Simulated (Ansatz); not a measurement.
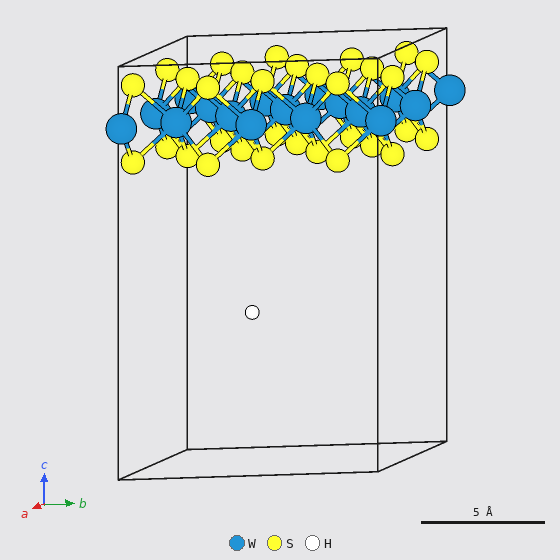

The crystal in a ball-and-stick representation, seen slightly off an axis. The frame is the supercell; atoms at its boundary are shown with their periodic copies. The host is WS$_{2}$, in a cell of 36 sites, and the cell carries a charge of +1.

Question: Where does the cell differ from the host, and how?

Answer: An interstitial hydrogen atom. It is bonded to no bonds drawn. Not all metal-metal contacts are counted.

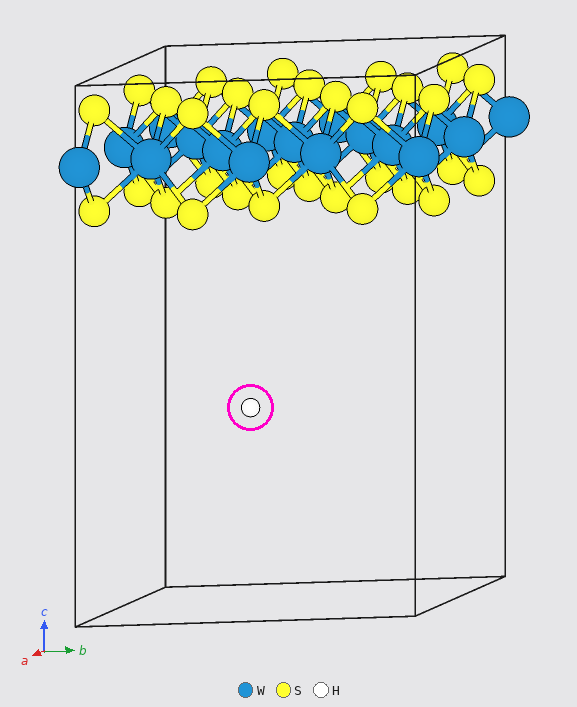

The same cell with a ring at the defect's site.

The atoms were relaxed in the host's cell with Ansatz, DFT PBE+D3(BJ), scalar-relativistic, plane waves, PAW.
